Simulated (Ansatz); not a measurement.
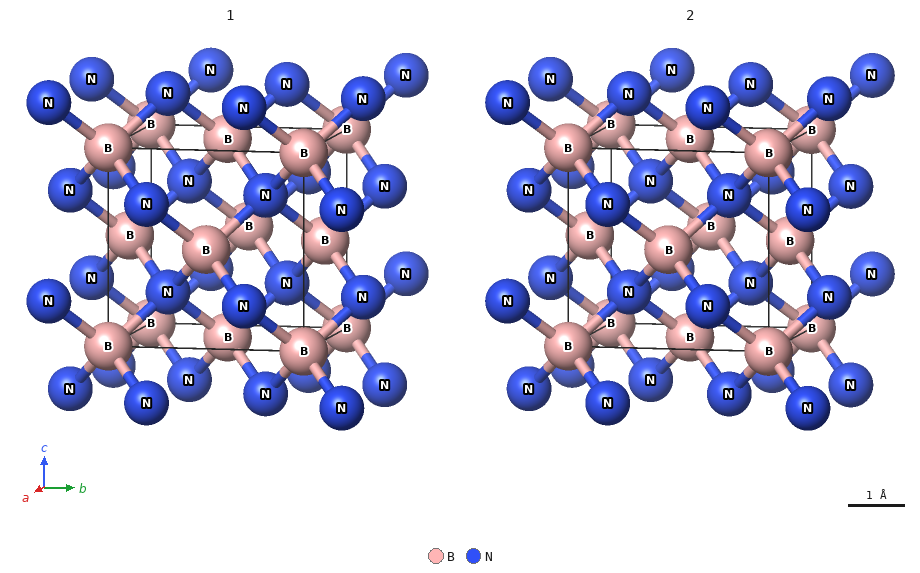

Two geometries of a crystal of BN (built on the zincblende type) at its r2SCAN-relaxed geometry: one is the relaxed structure, the other was perturbed away from it. Style: ball-and-stick. Shown: the conventional cell (4 times the calculation's cell), slightly off an axis. Lengths and directions refer to the drawn axes.

The calculation used DFT, r2SCAN, plane waves, PAW (Ansatz). Settings: plane-wave cutoff 500 eV; k-point mesh 12 × 12 × 12; occupations fixed; no spin polarisation.

> Which is the distorted one, and what does the distortion cost?

Structure 2 is the perturbed one. The cell is strained by +2.5 % along b and none across it (volume +2.5 %). The atoms were relaxed with r2SCAN under that strain, and this is a single point on that geometry. Among the bonded contacts that change: B–N 1.563 → 1.576 Å. The space group (tolerance 0.01 Å) goes from F-43m (No. 216) to I-4m2 (No. 119). Energy change: +9.2 meV per atom. The pressure goes from 0.0 to −9.2 GPa. The principal stresses (compression positive) are −20.0 GPa along b and −3.8 GPa across it. All forces vanish by symmetry. The band gap goes from 5.00 to 4.75 eV.
